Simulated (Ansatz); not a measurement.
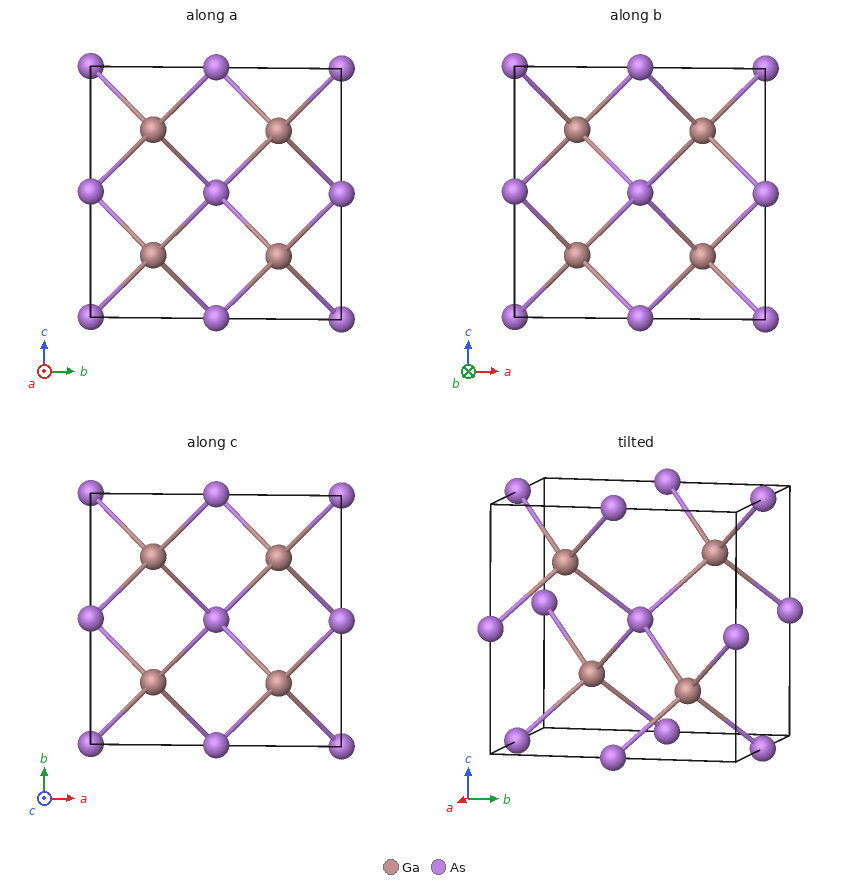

Ball-and-stick drawing of the structure, looking along the a axis, along the b axis, along the c axis and slightly off an axis. Lines trace the edges of the drawn cell (a repeat of the simulation cell).

Lattice parameters: a = 5.6959 Å, b = 5.6959 Å, c = 5.6959 Å, α = 90.542°, β = 90.542°, γ = 90.542°.

Q: Express the structure as a CIF in P1 with every atom of the cell, with free fractional coordinates to two decimals.

A:
```cif
data_structure
_symmetry_space_group_name_H-M 'P 1'
_symmetry_Int_Tables_number 1
_cell_length_a 5.6959
_cell_length_b 5.6959
_cell_length_c 5.6959
_cell_angle_alpha 90.542
_cell_angle_beta 90.542
_cell_angle_gamma 90.542
_cell_volume 184.77
loop_
_atom_site_label
_atom_site_type_symbol
_atom_site_fract_x
_atom_site_fract_y
_atom_site_fract_z
_atom_site_occupancy
Ga1 Ga 0.25 0.25 0.25 1
Ga2 Ga 0.75 0.75 0.25 1
Ga3 Ga 0.75 0.25 0.75 1
As1 As 0.50 0.00 0.00 1
Ga4 Ga 0.25 0.75 0.75 1
As2 As 0.00 0.50 0.00 1
As3 As 0.00 0.00 0.50 1
As4 As 0.50 0.50 0.50 1
```

The initial geometry was a structure type filled with these elements by a generator (whether the compound takes this form wasn't checked). The cell was then strained or its atoms displaced on purpose. It was run through Ansatz as a DFT input.
